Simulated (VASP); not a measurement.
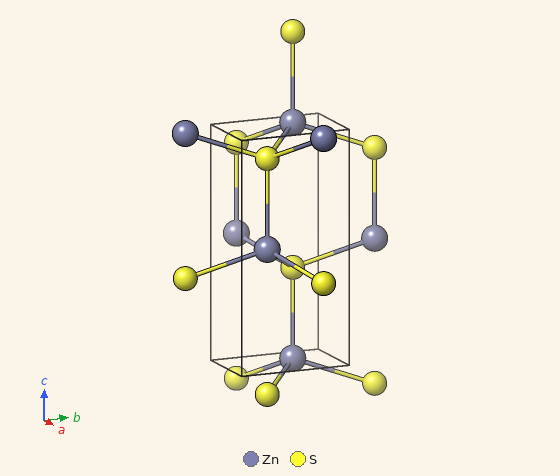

ZnS (space group P6_3mc, No. 186). Coordinates: an entry of the Crystallography Open Database, as set up for an electronic-structure calculation.

Bonds are taken as S–Zn below 2.7 Å. Atoms with one bond or none are removed and atoms with two bonds are replaced by edges, until no such atom is left.

**What kind of net remains, and which atoms are its nodes?**

A uninodal 4-connected, three-periodic net: Zn and S are 4-connected nodes.

**Name the underlying net.**

It is the lon net, known from lonsdaleite, wurtzite and tridymite.

**Is the net interpenetrated?**

It is a single net, without interpenetration.

**Give the first five terms of the coordination sequence (nodes one, two, three … edges away).**

Zn and S: 4, 12, 25, 44, 67.

**How many nodes does the smallest cycle have?**

Six.
